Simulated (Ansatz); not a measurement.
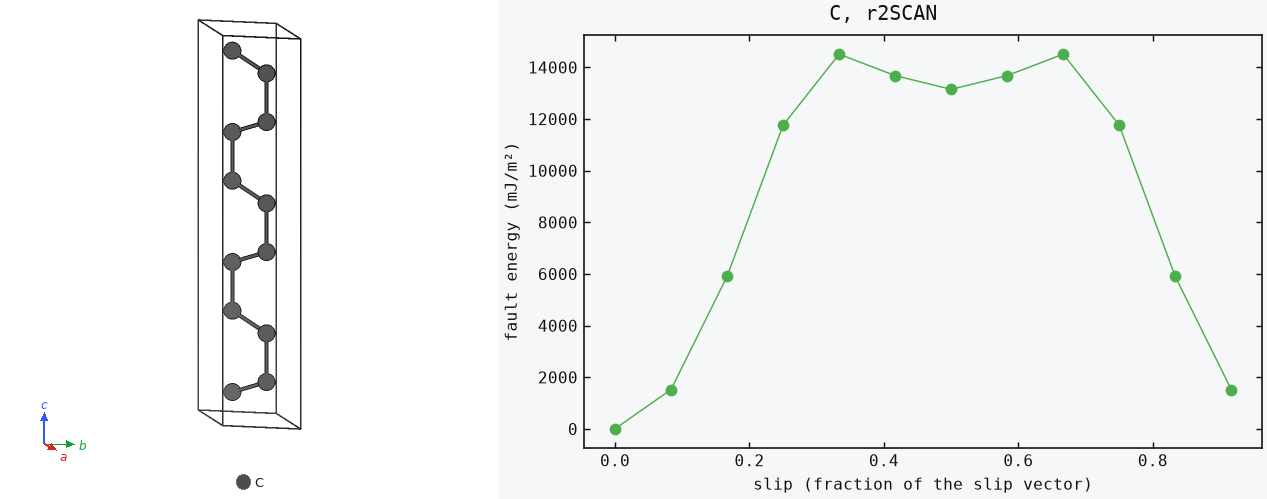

The figure shows the fault energy against slip for C, space group P6_3/mmc (No. 194). The cell is drawn beside the plot.

The given structure:
```
CELL_PARAMETERS angstrom
-2.50319 0.00000 0.00000
-1.25160 -2.16783 0.00000
0.00000 0.00000 12.50665
ATOMIC_POSITIONS crystal
C 0.33333 0.33333 0.93756
C 0.33333 0.33333 0.27089
C 0.33333 0.33333 0.60423
C 0.66667 0.66667 0.10423
C 0.66667 0.66667 0.43756
C 0.66667 0.66667 0.77089
C 0.33333 0.33333 0.06241
C 0.33333 0.33333 0.39574
C 0.33333 0.33333 0.72907
C 0.66667 0.66667 0.22907
C 0.66667 0.66667 0.56241
C 0.66667 0.66667 0.89574
```

Method: rigid slide of a crystal across a plane by tilting cell vector c, one fault a cell, unrelaxed, by plane-wave density functional theory with PAW datasets, free energies less that of the undisturbed cell; scalar-relativistic (Ansatz 0.2.0). Level: r2SCAN, no spin polarisation.

- wave cutoff: 500 eV
- k mesh: 10×10×2
- occupations: Gaussian
- smearing width: 0.05 eV
- k shift: (0, 0, 0) (mesh steps)
- start: relaxed
- height of the cut: 0 (fraction of cell vector c)
- slip vector: (1, 1) (multiples of cell vectors a and b)

The points at slip 0.5833, 0.6667, 0.75, 0.8333 and 0.9167 follow from computed ones by symmetry.

From this curve and the settings, what does the calculation give for the shear traction and gap on the k mesh at the same points?

The shear traction goes from 0 GPa at slip 0.0000 to −84 GPa at 0.9167, not monotonically, with a high of 153 GPa at 0.2500 and a low of −153 GPa at 0.7500. The gap on the k mesh is closed at 7 of the 12 points and is largest, 3.814 eV, at 0.0000.

```json
{"slip (fraction of the slip vector)": "0.0000", "shear traction (GPa)": "0", "gap on the k mesh (eV)": "3.814"}
{"slip (fraction of the slip vector)": "0.0833", "shear traction (GPa)": "84", "gap on the k mesh (eV)": "3.684"}
{"slip (fraction of the slip vector)": "0.1667", "shear traction (GPa)": "153", "gap on the k mesh (eV)": "2.484"}
{"slip (fraction of the slip vector)": "0.2500", "shear traction (GPa)": "153", "gap on the k mesh (eV)": "0.000"}
{"slip (fraction of the slip vector)": "0.3333", "shear traction (GPa)": "0", "gap on the k mesh (eV)": "0.000"}
{"slip (fraction of the slip vector)": "0.4167", "shear traction (GPa)": "-28", "gap on the k mesh (eV)": "0.000"}
{"slip (fraction of the slip vector)": "0.5000", "shear traction (GPa)": "0", "gap on the k mesh (eV)": "0.000"}
{"slip (fraction of the slip vector)": "0.5833", "shear traction (GPa)": "28", "gap on the k mesh (eV)": "0.000"}
{"slip (fraction of the slip vector)": "0.6667", "shear traction (GPa)": "0", "gap on the k mesh (eV)": "0.000"}
{"slip (fraction of the slip vector)": "0.7500", "shear traction (GPa)": "-153", "gap on the k mesh (eV)": "0.000"}
{"slip (fraction of the slip vector)": "0.8333", "shear traction (GPa)": "-153", "gap on the k mesh (eV)": "2.484"}
{"slip (fraction of the slip vector)": "0.9167", "shear traction (GPa)": "-84", "gap on the k mesh (eV)": "3.684"}
```

Note: gap closes along the scan on a mesh chosen for the insulator.
